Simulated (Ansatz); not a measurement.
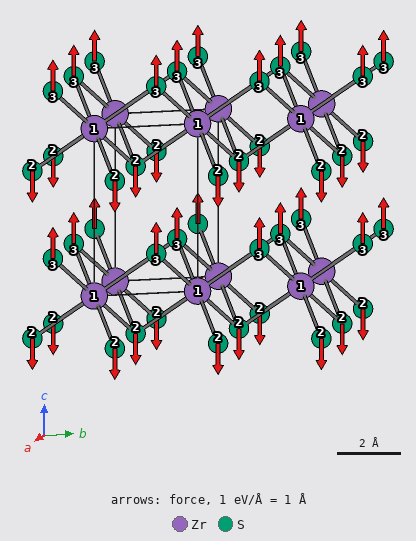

Starting geometry of a crystal of ZrS2 (set up in P-3m1) with the computed forces as red arrows. Style: ball-and-stick. Shown: the cell of the calculation, repeated 1 × 2 × 1 with one cell outlined, slightly off an axis.

Case: relaxed at 10 GPa.

Theory: Ansatz, DFT PBE, scalar-relativistic, plane waves, PAW.

Input
```yaml
crystal:
  lattice:
    - [3.5070435045, 0.0, 0.0]
    - [-1.7535217522, 3.0371887671, 0.0]
    - [0.0, 0.0, 5.4281858159]
  atoms:
    - { symbol: Zr, position: [0.0, 0.0, 0.0] }
    - { symbol: S, position: [0.6666666667, 0.3333333333, 0.736861771] }
    - { symbol: S, position: [0.3333333333, 0.6666666667, 0.263138229] }
basis:
  ecutwfc: 420
kpoints:
  mp_grid: { grid: [12, 12, 8] }
hamiltonian:
  xc: pbe
scf:
  occupations: { method: gaussian, width: 0.02 }
output:
  forces: true
  stress: true
  eigenvalues: true
relax:
  adjacent_minimum: "off"
  f_tol: 0.008
  max_steps: 50
  cell: { stress_tol: 0.08, p_target: 10.0 }
```

Command:
```bash
ansatz run input.yaml --threads 1 --pin off --max-ram 2560MiB --backend cpu --events-out ev --progress --plain --runs-dir out
```

Is this structure relaxed? If not, where do the atoms go?

It isn't relaxed: the largest force vector, on S atoms, is 1.03 eV/Å. The atoms end up moving mostly along the starting forces (cosine between the two patterns 1.00). After 3 accepted moves (5 points after the start) the energy has fallen by 0.103 eV per cell of the calculation. With the target pressure of 10 GPa, the enthalpy E + pV changes by −75.2 meV per cell of the calculation. Largest force component: 1 eV/Å at the start, 0.00023 eV/Å at the end. The pressure goes from 15.79 to 10.00 GPa. The line search rejected the trial step at point 1 of the run. At 1 point the geometry stayed and the basis and grid were re-selected for the new cell (energy shift of 0.1 meV per cell of the calculation at most each time). The largest moves relative to the cell, 0.064 Å, are those of S2 and S3. S2 goes along −c. Zr stays in place. The drawn cell changes as follows: a = b 3.507 → 3.536 Å (+0.8 %), c 5.428 → 5.380 Å (−0.9 %); the volume changes by +0.8 %. Among the contacts that change: Zr1–S2 2.478 → 2.522 Å. The space group stays P-3m1 (No. 164).
